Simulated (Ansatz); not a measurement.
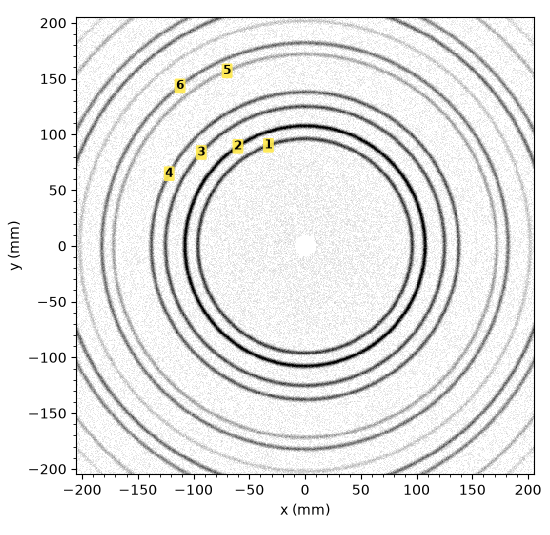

Simulated X-ray powder rings on a flat area detector normal to the beam: λ = 0.5594 Å, sample-to-detector distance 460 mm, axes in mm from the beam centre, for a mixture of two phases. Kinematic intensities with B = 1.0 Å² for all atoms, without absorption; brightness goes as intensity to the power 0.6, clipped at the top, with counting noise. Reflections closer than the ring width show as one ring.

Phase I: Ta (Fm-3m), a = 4.223 Å, b = 4.223 Å, c = 4.223 Å, α = 90.00°, β = 90.00°, γ = 90.00°; the end point of a relaxation with DFT, PBE, plane waves (420 eV) with PAW, scalar-relativistic in Ansatz; the starting structure was generated, so it need not be a known form of this composition.
Phase II: Ta (Pm-3m), a = 2.725 Å, b = 2.725 Å, c = 2.725 Å, α = 90.00°, β = 90.00°, γ = 90.00°; the input geometry of an electronic-structure calculation (not necessarily at equilibrium); the starting structure was generated, so it need not be a known form of this composition.
Volume fractions 0.6 and 0.4.

Assign each numbered ring to its phase and index it.

```tsv
ring	radius	d (Å)	phase	hkl
1	96.0 mm	2.72	II	100
2	107.7 mm	2.44	I	111
3	125.2 mm	2.11	I	200
4	138.0 mm	1.927	II	110
5	171.8 mm	1.573	II	111
6	182.1 mm	1.493	I	220
```
